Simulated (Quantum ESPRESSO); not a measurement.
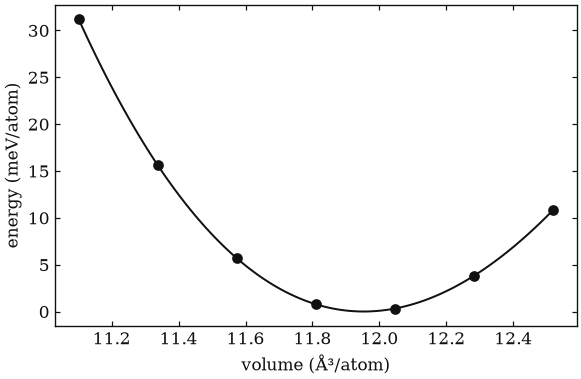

The picture above shows the energy against volume for Cu, space group Fm-3m (No. 225).

Starting cell:
```yaml
crystal:
  lattice:
    - [0.00000, 1.80750, 1.80750]
    - [1.80750, 0.00000, 1.80750]
    - [1.80750, 1.80750, 0.00000]
  atoms:
    - { symbol: Cu, position: [0.00000, 0.00000, 0.00000] }
```

Calculation (Quantum ESPRESSO 7.5): plane-wave DFT, no spin polarisation; energies at scaled volumes of the given cell, shape and fractions fixed, counted from the fit's minimum, third-order Birch-Murnaghan fit. Level: PBE.

k mesh 13×13×13; occupations Fermi–Dirac; smearing width 0.05 eV; potentials SSSP 1.3 efficiency PBE; wave cutoff 748.3 eV; density cutoff 5987 eV.

From this curve and the settings, what does the calculation give for the pressure at the same points?

The pressure falls from 12.07 GPa at volume 11.10 Å³/atom to −6.35 GPa at 12.52 Å³/atom, and changes sign near 11.91 Å³/atom.

| volume (Å³/atom) | pressure (GPa) |
| --- | --- |
| 11.10 | 12.07 |
| 11.34 | 8.02 |
| 11.57 | 4.42 |
| 11.81 | 1.22 |
| 12.05 | −1.60 |
| 12.28 | −4.12 |
| 12.52 | −6.35 |
